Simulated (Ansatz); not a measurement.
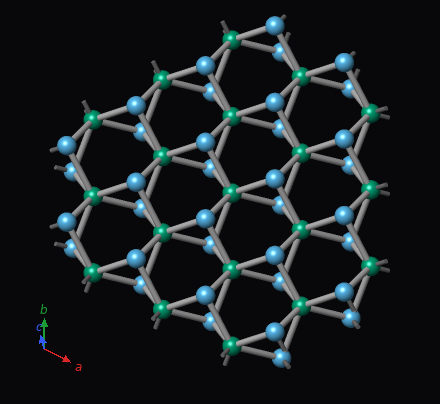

The picture shows a finite piece of the underlying net of a crystal structure, nodes on the atoms' positions. Nodes are coloured by topological kind. One layer is drawn. Short stubs are edges that leave the cut-out.

Describe the net.

A binodal (3,6)-connected, two-periodic (layers) net. It is the net of the trigonal-prismatic layers of 2H-MoS2.

Give point symbol and coordination sequence of each kind of node.

3-connected node: 4³, sequence 3, 13, 9, 24, 15; 6-connected node: 4³·6¹², sequence 6, 6, 18, 12, 30.

Origin of the net. System WSe2; source of the atomic positions: coordinates from a relaxation at fixed volume with DFT PBE+D3(BJ), scalar-relativistic, plane waves, PAW (Ansatz). Bonds are taken as Se–W below 2.8 Å. The graph is simplified in the usual way: terminal and isolated atoms are pruned, two-connected atoms become edges. Se is a 3-connected node; W is a 6-connected node, in the ratio 2:1.
